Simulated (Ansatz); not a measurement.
Consider this structure, ZrB.

```yaml
crystal:
  lattice:
    - [3.59406, 0.00000, 0.00000]
    - [-1.79703, 3.11255, 0.00000]
    - [0.00000, 0.00000, 5.28790]
  atoms:
    - { symbol: Zr, position: [0.33333, 0.66667, 0.75000] }
    - { symbol: B, position: [0.00000, 0.00000, 0.00000] }
    - { symbol: Zr, position: [0.66667, 0.33333, 0.25000] }
    - { symbol: B, position: [0.00000, 0.00000, 0.50000] }
```

Structure used: the end point of a relaxation with Ansatz, DFT r2SCAN, scalar-relativistic, plane waves, PAW; the starting structure was generated, so it need not be a known form of this composition.

Q: Where will the first 3 clear peaks of its X-ray PDF lie (peak width σ = 0.15 Å), and from which pairs do they come?

A: 1. 2.45 Å: Zr–B at 2.46 Å
2. 3.46 Å: Zr–Zr at 3.36–3.59 Å
3. 4.42 Å: Zr–B at 4.36–4.48 Å

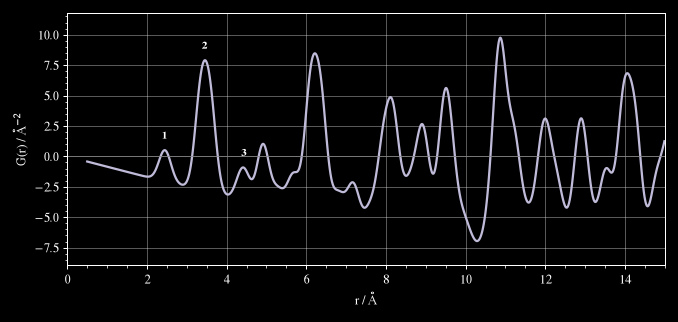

Simulated X-ray pair distribution function, G(r) = R(r)/r − 4πρ₀r, summed over the atomic distances of the structure with each pair weighted by the product of the atomic numbers (X-ray weights at Q = 0); every distance is a Gaussian of σ = 0.15 Å, damped by exp(−(Q_damp r)²/2) with Q_damp = 0.040 Å⁻¹. No termination ripples are included.
